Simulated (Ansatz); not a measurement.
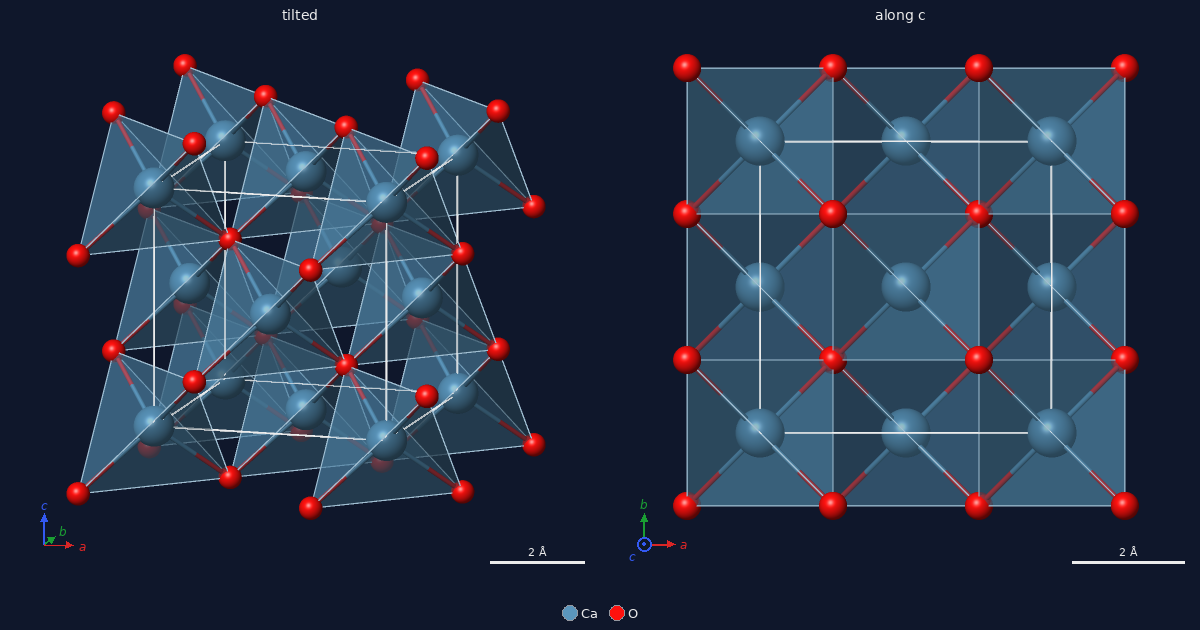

This polyhedral model is shown slightly off an axis and along the c axis. Atoms at the boundary of the conventional unit cell (the box) are drawn once for each face, edge or corner they touch. Some neighbours outside the box are added.

CaO, space group F-43m (No. 216), a = 5.21 Å, b = 5.21 Å, c = 5.21 Å, α = 90.00°, β = 90.00°, γ = 90.00°.

The calculation used DFT, PBE0, plane waves, PAW in Ansatz, with an energy cutoff of 420 eV, k-points about 0.35 Å⁻¹ apart, no spin polarisation.

Does it come out as a metal, or with a gap?

Answer. An insulator at this level, with a gap of 5.44 eV, indirect; the smallest direct gap is 6.06 eV.

Under what pressure is the structure?

Answer. The computed pressure is 0.0 GPa, close to zero.

The cell started as a structure type filled with these elements by a generator (whether the compound takes this form wasn't checked). Earlier steps of the study, as a rule a relaxation of our own, may have changed the cell and positions, so they can lie some per cent off the listed ones. It was run through Ansatz as a DFT input.
